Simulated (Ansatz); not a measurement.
**Ta12N: one change and its effect**

System: Ta12N (slab, 13 atoms in the cell).
Method of run A: DFT PBE+D3(BJ), scalar-relativistic, plane waves, PAW, PAW set soft_1, no spin polarisation (Ansatz 0.2.0).

The structure derives from an entry of the Crystallography Open Database. Text and figures count atoms from 1; the logs count them from 0 in places.

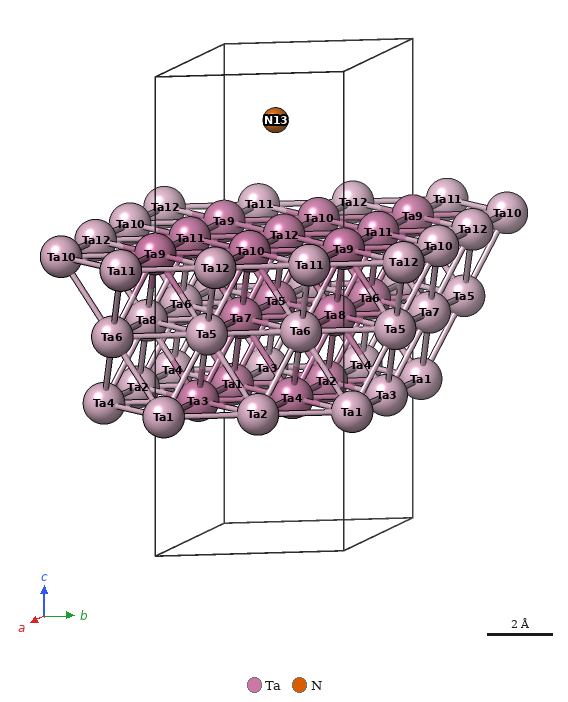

**Figure 1.** The structure as given in the input (ball-and-stick view of the cell of the calculation, with the vacuum cut short, seen slightly off an axis; neighbours outside the cell are drawn fainter; atoms are numbered from 1 in the order of the input). An atom can appear more than once, as a periodic image.

Input, run A:
```yaml
crystal:
  lattice:
    - [5.9135916889, 0.0, 0.0]
    - [-2.9567958445, 5.1213206302, 0.0]
    - [0.0, 0.0, 22.1284273952]
  atoms:
    - { symbol: Ta, position: [0.3333333333, 0.1666666667, 0.1807629584] }
    - { symbol: Ta, position: [0.3333333333, 0.6666666667, 0.1807629584] }
    - { symbol: Ta, position: [0.8333333333, 0.1666666667, 0.1807629584] }
    - { symbol: Ta, position: [0.8333333333, 0.6666666667, 0.1807629584] }
    - { symbol: Ta, position: [0.1666666667, 0.3333333333, 0.2898630609] }
    - { symbol: Ta, position: [0.1666666667, 0.8333333333, 0.2898630609] }
    - { symbol: Ta, position: [0.6666666667, 0.3333333333, 0.2898630609] }
    - { symbol: Ta, position: [0.6666666667, 0.8333333333, 0.2898630609] }
    - { symbol: Ta, position: [0.0, 0.0, 0.3989631634] }
    - { symbol: Ta, position: [0.0, 0.5, 0.3989631634] }
    - { symbol: Ta, position: [0.5, 0.0, 0.3989631634] }
    - { symbol: Ta, position: [0.5, 0.5, 0.3989631634] }
    - { symbol: "N", position: [0.1666666667, 0.3333333333, 0.5480926041] }
basis:
  ecutwfc: 420
kpoints:
  mp_grid: { grid: [6, 6, 1] }
hamiltonian:
  xc: pbe
  pseudopotentials: { kind: paw, azcp: { folder: soft_1 } }
  dispersion: d3bj
scf:
  occupations: { method: gaussian, width: 0.1 }
output:
  forces: true
  eigenvalues: true
efield:
  axis: 3
  dipole_correction: true
  ramp_width: 0.04
```

Command:
```bash
ansatz run input.yaml --threads 2 --pin off --max-ram 6144MiB --backend cpu --events-out ev --progress --plain --runs-dir out
```

Hardware: 2 threads of Arm Neoverse N1, 98 GiB of memory available, shared host.

Output, shortened to warnings, some set-up lines, iterations and results (run A):
```
Basis set: ecut = 420 eV, 13081 PW (Γ), exchange–correlation on 80×80×300 points (8 copies of the dense FFT grid, shifted against one another)
Symmetry: 6 space group operations
k-points: 7 of 36 (time reversal used)
[...]
SCF iter   1: F=—  HF=-119576.118690 eV  |F-HF|=—  |Δ(HF+E_count)|=         —  Δρ=4.68e-2  dr2=7.47e1  ethr=3.10e-3  p=-0.000 e·Å  D=-4.86e-7 V/Å  ΔV_dip=0.00 eV  …
SCF iter   2: F=—  HF=-119573.737269 eV  |F-HF|=—  |Δ(HF+E_count)|=    2.38e0  Δρ=4.70e-2  dr2=8.07e1  ethr=3.10e-3  p=-0.728 e·Å  D=-1.96e-1 V/Å  ΔV_dip=4.35 eV  …
SCF iter   3: F=—  HF=-119569.571054 eV  |F-HF|=—  |Δ(HF+E_count)|=    4.17e0  Δρ=8.60e-3  dr2=1.01e0  ethr=3.10e-3  p=-0.313 e·Å  D=-8.44e-2 V/Å  ΔV_dip=1.87 eV  …
SCF iter   4: F=—  HF=-119569.556572 eV  |F-HF|=—  |Δ(HF+E_count)|=   1.45e-2  Δρ=3.42e-3  dr2=2.70e-1  ethr=6.26e-4  p=-0.353 e·Å  D=-9.54e-2 V/Å  ΔV_dip=2.11 eV  …
SCF iter   5: F=—  HF=-119569.565840 eV  |F-HF|=—  |Δ(HF+E_count)|=   9.27e-3  Δρ=4.12e-3  dr2=5.24e-1  ethr=1.68e-4  p=-0.352 e·Å  D=-9.51e-2 V/Å  ΔV_dip=2.10 eV  …
[... 6 lines ...]
SCF iter  12: F=—  HF=-119569.561453 eV  |F-HF|=—  |Δ(HF+E_count)|=   2.54e-7  Δρ=4.12e-6  dr2=2.21e-7  ethr=7.04e-9  p=-0.344 e·Å  D=-9.29e-2 V/Å  ΔV_dip=2.06 eV  …
SCF iter  13: F=—  HF=-119569.561453 eV  |F-HF|=—  |Δ(HF+E_count)|=   1.61e-7  Δρ=4.95e-6  dr2=6.35e-7  ethr=6.21e-11  p=-0.344 e·Å  D=-9.28e-2 V/Å  ΔV_dip=2.05 eV  …
SCF iter  14: F=—  HF=-119569.561453 eV  |F-HF|=—  |Δ(HF+E_count)|=   4.98e-8  Δρ=1.95e-6  dr2=1.07e-7  ethr=1.37e-10  p=-0.344 e·Å  D=-9.28e-2 V/Å  ΔV_dip=2.05 eV  …
SCF iter  15: F=-119569.561453 eV  HF=-119569.561453 eV  |F-HF|=3.16e-9  |Δ(HF+E_count)|=   2.68e-9  Δρ=3.34e-7  dr2=2.83e-9  ethr=6.21e-11  p=-0.344 e·Å  D=-9.28e-2 V/Å  …
SCF 1 converged in 15 iterations: F = -119569.561453 eV  dr2 = 2.83e-9
SCF converged after 15 iterations
Free energy (F): -119569.561453 eV
Harris-Foulkes:  -119569.561453 eV  (|F-HF|=3.16e-9)
Internal energy: -119569.400738 eV  (E = F + TS)
E sigma→0 (E₀):  -119569.481096 eV
Entropy (-TS):   -0.160715 eV (-12.363 meV/atom)
Fermi energy:    2.527101 eV
Dipole field:    D = -0.092835 V/Å  (p = -0.343823 e·Å, saw-weighted, corrected)
Work function:   Φ+ = 6.7003 eV   Φ− = 4.6460 eV
Levels:          The Fermi level and band energies are counted from a zero that moves with the ramp; work functions are not
--- Per-component energies (eV) ---
  E_band       = -3831.919044
  E_kinetic    = 4804.007499
  E_local      = -130986.619702  (includes V_loc(G=0)·N_el)
  E_nonlocal   = -94.187526
  E_hartree    = 63282.781479
  E_xc         = -3890.603203
  E_vxc        = -2846.699663  (∫ρ·V_xc dr)
  E_paw        = -99779.430814  (= ΣΔE_a)
  E_vpaw       = -1252.022075  (= ΣTr[D̂ρ^β])
  E_aug_tail   = 0.001802  (compensation charges beyond the density's cutoff)
  E_efield     = 0.015959  (sawtooth field / dipole correction)
  E_vefield    = -21.977381  (∫n·V_field dr)
  E_ewald      = 47099.771642
  E_disp       = -5.137873  (pairwise vdW)
  E_smearing   = -0.160715  (= −TS)
  E_closure    = -0.000000  (closes the sum)
  Σ components = -119569.561453   (vs F -119569.561453, Δ=0.00e0)
--- Forces (eV/Å), atoms counted from 1 ---
  atom   1  Ta     0.04192243    -0.02420393    -0.12044260
  atom   2  Ta    -0.00000000     0.04840785    -0.12044260
  atom   3  Ta    -0.04192243    -0.02420393    -0.12044260
  atom   4  Ta     0.00000000    -0.00000000    -0.11366283
  atom   5  Ta     0.00000000     0.00000000     0.08237103
  atom   6  Ta     0.06657001     0.03843421    -0.04433259
  atom   7  Ta     0.00000000    -0.07686843    -0.04433259
  atom   8  Ta    -0.06657001     0.03843421    -0.04433259
  atom   9  Ta     0.00000000    -0.10981932     0.83821678
  atom  10  Ta    -0.09510632     0.05490966     0.83821678
  atom  11  Ta     0.00000000     0.00000000     0.01202796
  atom  12  Ta     0.09510632     0.05490966     0.83821678
  atom  13  N     -0.00000000    -0.00000000    -2.00105142
  max |Σ_I F_I| component: 9.52e-6 eV/Å
```

The input of run B differs as follows (lines with − go, lines with + come):
```diff
-    - { symbol: "N", position: [0.1666666667, 0.3333333333, 0.5480926041] }
+    - { symbol: "N", position: [0.0, 0.1666666667, 0.5480926041] }
```

Predict how the results change.

With the same functional and potentials, run B lies 0.9 meV per atom lower. The largest force goes from 2.001 to 2.061 eV/Å. The SCF takes 16 iterations against 15. The irreducible k-points go from 7 to 20. On the same kind of shared host run B took about 2.9 times as long.

Output, shortened to warnings, some set-up lines, iterations and results (run B):
```
Basis set: ecut = 420 eV, 13081 PW (Γ), exchange–correlation on 80×80×300 points (8 copies of the dense FFT grid, shifted against one another)
Symmetry: 1 space group operations
k-points: 20 of 36 (time reversal used)
Initial density: superposition of atomic densities (neutral atoms: chi_scale 0, normalization atom)
[...]
SCF iter   1: F=—  HF=-119576.137387 eV  |F-HF|=—  |Δ(HF+E_count)|=         —  Δρ=4.68e-2  dr2=7.47e1  ethr=3.10e-3  p=-0.000 e·Å  D=-4.86e-7 V/Å  ΔV_dip=0.00 eV  …
SCF iter   2: F=—  HF=-119573.800544 eV  |F-HF|=—  |Δ(HF+E_count)|=    2.34e0  Δρ=4.95e-2  dr2=8.70e1  ethr=3.10e-3  p=-0.734 e·Å  D=-1.98e-1 V/Å  ΔV_dip=4.38 eV  …
SCF iter   3: F=—  HF=-119569.587167 eV  |F-HF|=—  |Δ(HF+E_count)|=    4.21e0  Δρ=1.04e-2  dr2=1.14e0  ethr=3.10e-3  p=-0.310 e·Å  D=-8.36e-2 V/Å  ΔV_dip=1.85 eV  …
SCF iter   4: F=—  HF=-119569.604681 eV  |F-HF|=—  |Δ(HF+E_count)|=   1.75e-2  Δρ=1.44e-2  dr2=1.06e0  ethr=7.10e-4  p=-0.350 e·Å  D=-9.45e-2 V/Å  ΔV_dip=2.09 eV  …
SCF iter   5: F=—  HF=-119569.585577 eV  |F-HF|=—  |Δ(HF+E_count)|=   1.91e-2  Δρ=8.22e-3  dr2=1.90e-1  ethr=6.60e-4  p=-0.352 e·Å  D=-9.51e-2 V/Å  ΔV_dip=2.10 eV  …
[... 7 lines ...]
SCF iter  13: F=—  HF=-119569.572787 eV  |F-HF|=—  |Δ(HF+E_count)|=   2.65e-6  Δρ=3.79e-5  dr2=1.55e-5  ethr=6.03e-9  p=-0.346 e·Å  D=-9.34e-2 V/Å  ΔV_dip=2.07 eV  …
SCF iter  14: F=—  HF=-119569.572787 eV  |F-HF|=—  |Δ(HF+E_count)|=   2.45e-7  Δρ=2.12e-5  dr2=2.94e-6  ethr=6.03e-9  p=-0.346 e·Å  D=-9.33e-2 V/Å  ΔV_dip=2.06 eV  …
SCF iter  15: F=—  HF=-119569.572787 eV  |F-HF|=—  |Δ(HF+E_count)|=   1.28e-7  Δρ=1.52e-5  dr2=6.40e-7  ethr=1.83e-9  p=-0.345 e·Å  D=-9.33e-2 V/Å  ΔV_dip=2.06 eV  …
SCF iter  16: F=-119569.572787 eV  HF=-119569.572787 eV  |F-HF|=9.79e-8  |Δ(HF+E_count)|=   4.96e-8  Δρ=2.79e-6  dr2=6.29e-8  ethr=6.21e-11  p=-0.345 e·Å  D=-9.32e-2 V/Å  …
SCF 1 converged in 16 iterations: F = -119569.572787 eV  dr2 = 6.29e-8
SCF converged after 16 iterations
Free energy (F): -119569.572787 eV
Harris-Foulkes:  -119569.572787 eV  (|F-HF|=9.79e-8)
Internal energy: -119569.409914 eV  (E = F + TS)
E sigma→0 (E₀):  -119569.491351 eV
Entropy (-TS):   -0.162873 eV (-12.529 meV/atom)
Fermi energy:    2.523359 eV
Dipole field:    D = -0.093099 V/Å  (p = -0.344802 e·Å, saw-weighted, corrected)
Work function:   Φ+ = 6.7077 eV   Φ− = 4.6476 eV
Levels:          The Fermi level and band energies are counted from a zero that moves with the ramp; work functions are not
--- Per-component energies (eV) ---
  E_band       = -3831.984770
  E_kinetic    = 4803.961429
  E_local      = -130987.194525  (includes V_loc(G=0)·N_el)
  E_nonlocal   = -94.187960
  E_hartree    = 63283.112932
  E_xc         = -3890.605420
  E_vxc        = -2846.701838  (∫ρ·V_xc dr)
  E_paw        = -99779.434287  (= ΣΔE_a)
  E_vpaw       = -1252.028362  (= ΣTr[D̂ρ^β])
  E_aug_tail   = 0.001796  (compensation charges beyond the density's cutoff)
  E_efield     = 0.016050  (sawtooth field / dipole correction)
  E_vefield    = -22.039810  (∫n·V_field dr)
  E_ewald      = 47100.057836
  E_disp       = -5.137765  (pairwise vdW)
  E_smearing   = -0.162873  (= −TS)
  E_closure    = 0.000000  (closes the sum)
  Σ components = -119569.572787   (vs F -119569.572787, Δ=0.00e0)
--- Forces (eV/Å), atoms counted from 1 ---
  atom   1  Ta     0.01817146    -0.03037278    -0.11393787
  atom   2  Ta    -0.01809281     0.03899195    -0.11004001
  atom   3  Ta    -0.01224528    -0.01141816    -0.12695582
  atom   4  Ta     0.00856408     0.00530456    -0.11474106
  atom   5  Ta    -0.01026386     0.00775825     0.03597922
  atom   6  Ta     0.03740399     0.00917321    -0.10017673
  atom   7  Ta     0.01069728    -0.05470826     0.01641196
  atom   8  Ta    -0.04640492     0.01817791    -0.02622952
  atom   9  Ta     0.02342426    -0.02393923     1.48562554
  atom  10  Ta    -0.09024112     0.10247141     0.58200877
  atom  11  Ta    -0.08795535    -0.03982838     0.16900682
  atom  12  Ta     0.11851826     0.02197457     0.36304999
  atom  13  N      0.04842244    -0.04358065    -2.06003664
  max |Σ_I F_I| component: 3.53e-5 eV/Å
```

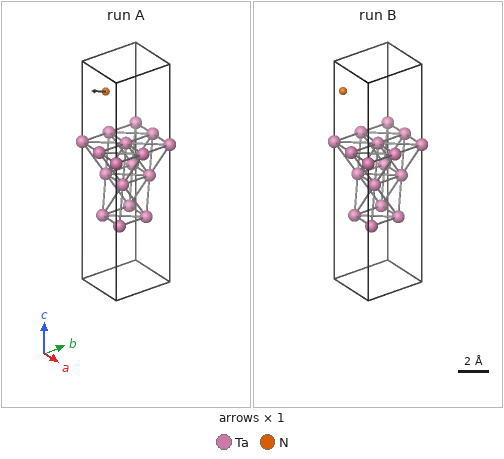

**Figure 2.** The two input geometries at one scale (ball-and-stick view of the cell of the calculation, with the vacuum cut short, seen slightly off an axis). The black arrows on the first give the shifts of the atoms relative to the cell, at true length. The N atom moves most: 0.99 Å. Ta stays in place. The cell doesn't change.

The two runs side by side:

| quantity | run A | run B |
| --- | --- | --- |
| outcome | converged | converged |
| free energy per atom (eV) | −9197.6586 | −9197.6594 |
| energy per atom, smearing taken to zero (eV) | −9197.6524 | −9197.6532 |
| gap on the mesh (eV) | 0.00 | 0.00 |
| work function (eV) | 6.70 | 6.71 |
| largest force (eV/Å) | 2.001 | 2.061 |
| SCF iterations | 15 | 16 |
| irreducible k-points | 7 | 20 |
| plane waves at Γ | 13081 | 13081 |
| wall time (shared host) | 54 s | 2.7 min |

For both runs: Spin–orbit coupling is left out, which matters for Ta. The cell holds an odd number of electrons but the run has no spin polarisation, so a band is left half filled.
